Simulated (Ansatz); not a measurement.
The calculation's input:

```
crystal:
  lattice:
    - [2.9297375378, 0.0, 0.0]
    - [-1.4648687689, 2.5372271341, 0.0]
    - [0.0, 0.0, 9.2315308735]
  atoms:
    - { symbol: Ti, position: [0.628199057, 0.3333333333, 0.0] }
    - { symbol: Ti, position: [0.3454790127, 0.6666666667, 0.75045757] }
    - { symbol: Ti, position: [0.3454790127, 0.6666666667, 0.24954243] }
    - { symbol: Al, position: [0.6918162559, 0.3333333333, 0.5] }
basis:
  ecutwfc: 520.0
kpoints:
  mp_grid: { grid: [15, 15, 6] }
hamiltonian:
  xc: pbe
  pseudopotentials: { kind: paw, azcp: { folder: soft_1 } }
scf:
  occupations: { method: gaussian, width: 0.15 }
output:
  forces: true
  stress: true
  eigenvalues: true
  write_density: true
  write_potential: true
  elf: true
  volumetric_format: npy
```

Run with:

```sh
ansatz run input.yaml --threads 2 --pin off --max-ram 4096MiB --backend cpu --events-out ev --progress --plain --runs-dir out
```

Below, planes, directions and counts refer to the conventional cell (a = 2.93 Å, b = 9.23 Å, c = 2.93 Å, α = 90.00°, β = 120.00°, γ = 90.00°).

Space group Pm; a point of a scan over the structure, not its minimum; a structure from a database of computed crystals, not necessarily the ambient phase; computed without spin polarisation; PAW files of the earlier set (soft_1).

These are results of DFT PBE, scalar-relativistic, plane waves, PAW in Ansatz, not measurements.

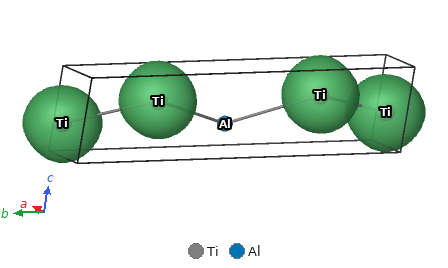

Ti₃Al. Isosurface of the valence pseudo-density at 0.3 e/Å³ (green), seen at an oblique angle. Sticks mark near contacts.

### How is the density connected at this value?

At this value the density breaks into separate islands; it holds about 75 % of the electrons treated as valence (semicore included). It bridges none of the near contacts. It is pinched off along the sampled Ti–Ti (2.78 Å), Ti–Al (2.85 Å), Al–Al (2.93 Å) and Ti–Ti (2.86 Å) contacts. On the grid the lowest density along these lines, outside the cores, is 0.2 e/Å³ (Ti–Ti, 2.78 Å), 0.2 e/Å³ (Ti–Al, 2.85 Å), 0.18 e/Å³ (Al–Al, 2.93 Å) and 0.19 e/Å³ (Ti–Ti, 2.86 Å).
